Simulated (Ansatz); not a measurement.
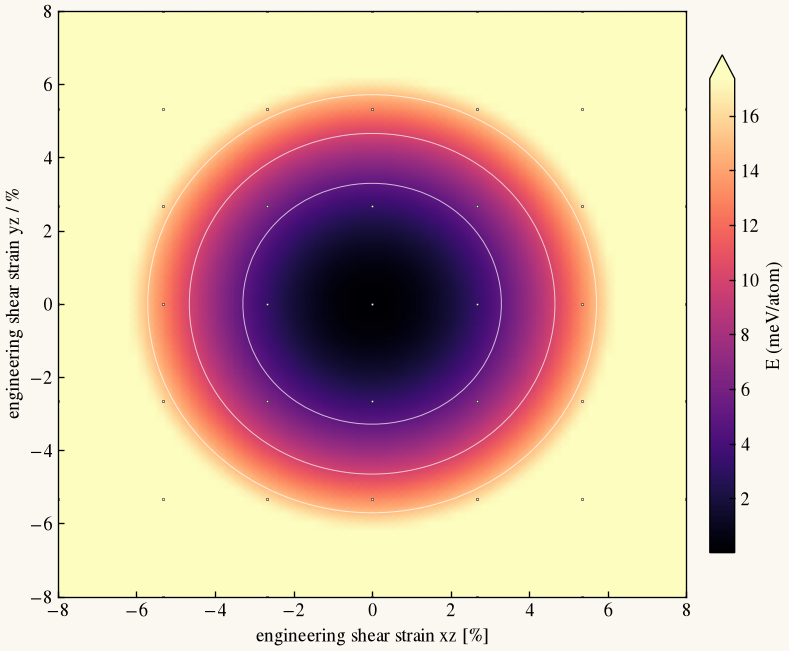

Ge (Ia-3, No. 206; 8 atoms in the cell). 
- The energy is mapped over two homogeneous strains (x, y and z along the cube axes).
- First axis: engineering shear strain xz. Second axis: engineering shear strain yz.
- Nothing is relaxed (fractional coordinates fixed).
- The grid has 7 × 7 points; 13 points were computed and 36 follow by symmetry.
- Points are written as (first, second).
- Energies: meV/atom, counted from the lowest grid point.
- All numbers below come from Ansatz 0.2.0, DFT LDA, scalar-relativistic, plane waves, PAW. Settings: cutoff 420 eV, k-mesh 8×8×8, gaussian smearing 0.15 eV, no spin polarisation.

Drawn: a smooth colour map with a few white contour lines, dots at the grid points, one colour for all values above the top of the scale. Between grid points the surface is interpolated.

Q: Where is the minimum, and how stiff is the crystal against these two strains (in GPa)?

A: The interpolated minimum is at 0.0 % and 0.0 %. Divided by the cell volume of 162.5 Å³, the second derivatives of the energy there are about 72 GPa along the first strain and 72 GPa along the second, with a cross term of about 0 GPa (clamped ions). Round the minimum the contours are nearly round: the two directions are equally stiff and uncoupled.

PAW datasets: the set soft_1.
